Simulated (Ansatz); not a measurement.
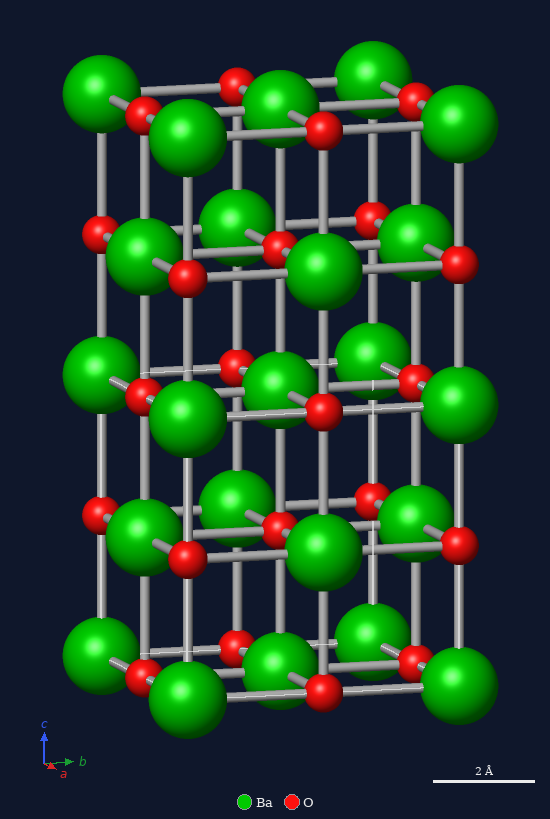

We look at a ball-and-stick model of the crystal slightly off an axis. The conventional unit cell (solid box) is repeated to 1×1×2 cells. Cell: a = 5.654 Å, b = 5.654 Å, c = 5.654 Å, α = 90.00°, β = 90.00°, γ = 90.00°.

Summary of the structure:

- The material is BaO.
- Space group: Fm-3m (No. 225). Lattice: face-centred cubic.
- It belongs to the family called rock salt (NaCl type).
- Cell content: 4 Ba, 4 O, that is 4 formula units.
- Ba bonds to six O in an octahedral arrangement at about 2.8 Å. O is coordinated by six Ba in an octahedral arrangement at about 2.8 Å.
- The bonds build a three-dimensional framework.

The cell started as a structure listed in the Materials Project. The cell was then strained or its atoms displaced on purpose. Ansatz was used for an electronic-structure calculation on it.
